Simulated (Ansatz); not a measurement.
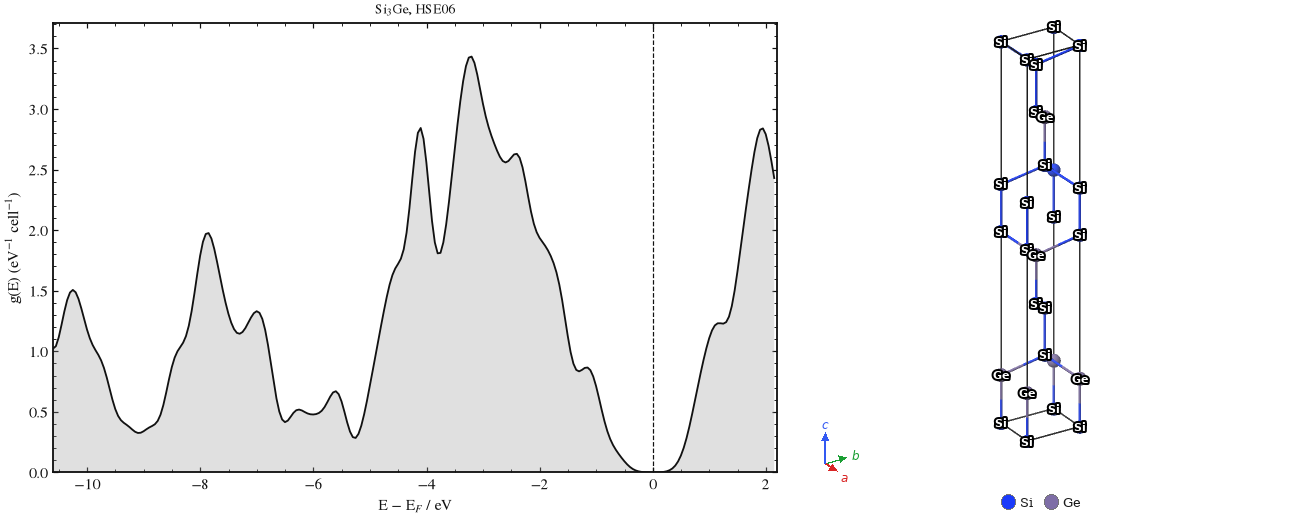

Density of states, beside the structure. Energies are counted from the Fermi level, put mid-gap where there is a gap. The curve is built from the levels of the k mesh with Gaussians 0.4 eV wide, which also blur the band edges.

System: Si₃Ge, space group R3m, 4 atoms in the cell, hydrostatic strain +3.9%.

```
Si Ge
1.0
     2.01803    1.16511    6.58700
    -2.01803    1.16511    6.58700
     0.00000   -2.33022    6.58700
Si Ge
3 1
Direct
  0.00146 0.00146 0.00146
  0.49861 0.49861 0.49861
  0.37517 0.37517 0.37517
  0.87477 0.87477 0.87477
```

Method: DFT, HSE06, plane waves, PAW, no spin polarisation, 6×6×6 k mesh, 420 eV cutoff (Ansatz).

Question: Is there a gap at the Fermi level, and how wide?

Answer: There is a gap; over the k points computed it is 1.21 eV (indirect; the smallest direct gap is 1.35 eV).

Question: Where is the tallest peak of the filled states in the window?

Answer: Within the window shown, the tallest peak of the filled states lies 2.6 eV under the valence-band top, at about 3.4 states per eV and cell.

The cell is at −8 GPa in this functional.
